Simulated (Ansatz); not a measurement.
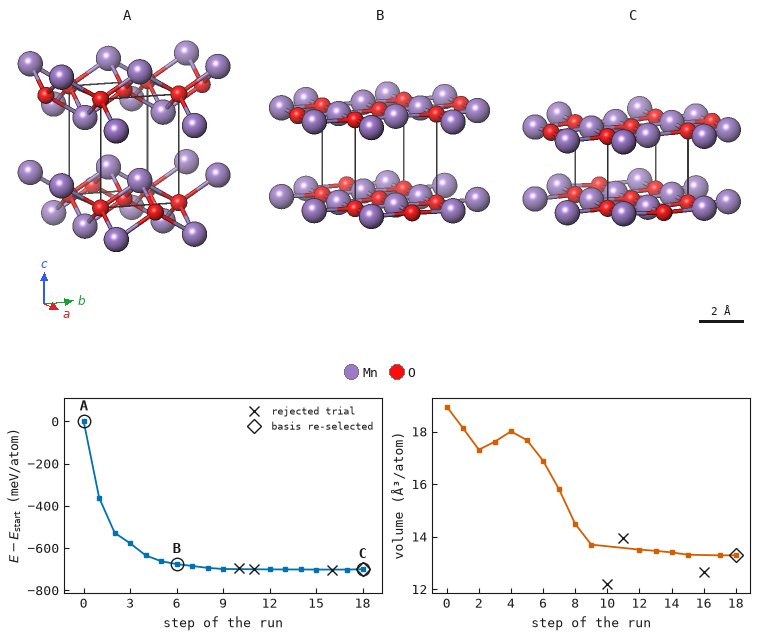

Frames of a relaxation of solid MnO (a generated structure, set up in P4/nmm) (coarse preliminary run), marked on the history of the run. The picture is a ball-and-stick view of the cell of the calculation, seen slightly off an axis.

Case: Sn → Mn on all its sites, cell and atoms relaxed.

Method: DFT PBE, scalar-relativistic, plane waves, PAW in Ansatz 0.2.0.

The input:
```yaml
crystal:
  lattice:
    - [3.8682628233, 0.0, 0.0]
    - [0.0, 3.8682628233, 0.0]
    - [0.0, 0.0, 5.0662400529]
  atoms:
    - { symbol: Mn, position: [0.0, 0.5, 0.2287756892], spin: 4.45 }
    - { symbol: Mn, position: [0.5, 0.0, 0.7712243108], spin: 4.45 }
    - { symbol: O, position: [0.5, 0.5, 0.0] }
    - { symbol: O, position: [0.0, 0.0, 0.0] }
basis:
  ecutwfc: 420
kpoints:
  mp_grid: { grid: [6, 6, 4] }
hamiltonian:
  xc: pbe
scf:
  occupations: { method: gaussian, width: 0.1 }
output:
  forces: true
  stress: true
  eigenvalues: true
  populations: true
magnetization:
  spin_polarized: true
relax:
  adjacent_minimum: "off"
  f_tol: 0.05
  max_steps: 60
  cell: { stress_tol: 0.5 }
```

Launched with:
```bash
ansatz run input.yaml --threads 1 --pin off --max-ram 2560MiB --backend cpu --events-out ev --progress --plain --runs-dir out
```

Q: What happens along the run?

A: The largest moves relative to the cell, 0.84 Å, are those of Mn1 and Mn2. Mn2 goes along +c. O stays in place. Cell: a = b 3.868 → 3.982 Å (+2.9 %), c 5.066 → 3.352 Å (−33.8 %). Volume −29.9 %. Among the contacts that change: Mn1–O3 2.255 → 1.992 Å. Bond angles that change, for instance: O3–Mn1–O3 118.1° → 175.8°, Mn1–O3–Mn1 118.1° → 175.8°, Mn1–O3–Mn2 105.3° → 90.1°. The space group stays P4/nmm (No. 129). The energy falls by 700 meV per atom in 14 accepted moves (18 points after the start). Largest force component: 3.7 eV/Å at the start, 0.013 eV/Å at the end. Pressure: −15.71 GPa at the start and −0.19 GPa at the end. The line search rejected the trial steps at points 10, 11, 16 of the run. The SCF was repeated once at an unchanged geometry on a basis and grid sized afresh for the cell, which shifted the energy by 1.7 meV per atom at most. The run may lie on a higher electronic state than the lowest, so the end point isn't shown to be the ground-state structure. Cost: 3.5 min on 1 thread of Intel(R) Xeon(R) Platinum 8375C CPU @ 2.90GHz (Ice Lake) (shared host), peak memory 0.48 GiB. From step 0 to 6: Mn atoms move most (0.91 Å), volume −10.9 %, energy −676 meV per atom. From step 6 to 18: Mn atoms move most (0.10 Å), volume −21.3 %, energy −24.2 meV per atom.

```csv
step,"E − E(0), meV/atom","largest force component, eV/Å","pressure, GPa","volume, Å³/atom",note
0,0.00,3.6939,-15.71,18.952,
1,-361.90,2.2052,-9.38,18.144,
2,-527.34,0.6869,-0.13,17.312,
3,-576.98,0.4797,0.23,17.621,
4,-634.18,0.3929,-1.59,18.009,
5,-661.78,0.1757,-1.07,17.675,
6,-675.50,0.0216,-0.68,16.891,
7,-684.27,0.0041,-0.84,15.799,
8,-693.32,0.0004,0.49,14.486,
9,-698.58,0.0067,-1.59,13.699,
10,-694.32,0.0401,4.91,12.183,rejected
11,-697.58,0.0006,0.88,13.933,rejected
12,-700.62,0.0058,0.01,13.508,
13,-700.78,0.0067,0.01,13.462,
14,-700.97,0.0083,0.02,13.404,
15,-701.29,0.0117,0.02,13.314,
16,-701.61,0.0459,0.21,12.664,rejected
17,-701.41,0.0132,0.01,13.291,
18,-699.70,0.0132,-0.19,13.291,"same geometry, new basis"
```
